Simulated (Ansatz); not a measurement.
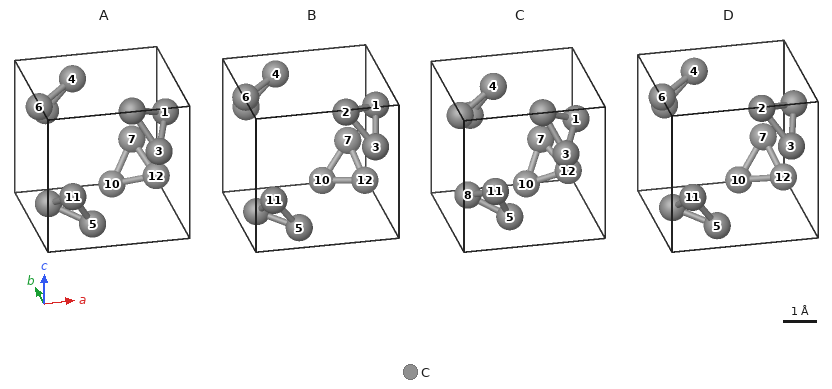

4 geometries from one relaxation of crystalline C (a generated structure, set up in P23) (coarse preliminary run), in shuffled order. A ball-and-stick model of the cell of the calculation, seen from a free direction.

Theory: DFT PBE, scalar-relativistic, plane waves, PAW in Ansatz 0.2.0. Settings: plane-wave cutoff 420 eV; k-point mesh 4 × 4 × 4; occupations gaussian; smearing width 0.1 eV; no spin polarisation; cell and atoms relaxed; force threshold 0.04 eV/Å; at most 70 steps.

Question: Order the frames from highest to lowest energy.

Answer: B, D, A, C. They are steps 0, 3, 5, 10, at +409 meV per atom, +286 meV per atom, +223 meV per atom relative to the last. The largest moves relative to the cell, 0.54 Å, are those of C atoms. The volume changes by −3.9 %, with a = b = c 4.512 → 4.453 Å (−1.3 %). Among the contacts that change: C–C 1.506 → 2.459 Å, C–C 1.970 → 2.459 Å, C–C 1.659 → 1.475 Å, C–C 1.457 → 1.449 Å. Bonds break: C–C (1.51 → 2.46 Å). Among the angles between lasting bonds that change: C–C–C 141.4° → 150.0°, C–C–C 152.3° → 150.0°. The space group (tolerance 0.01 Å) goes from P23 (No. 195) to P4_232 (No. 208). The energy falls by 409 meV per atom in 8 accepted moves (10 points after the start). Largest force component: 2 eV/Å at the start, 0.0059 eV/Å at the end. The pressure goes from 33.30 to −0.35 GPa. The line search rejected the trial step at point 7 of the run. The SCF was repeated once at an unchanged geometry on a basis and grid sized afresh for the cell, which shifted the energy by 1.0 meV per atom at most.
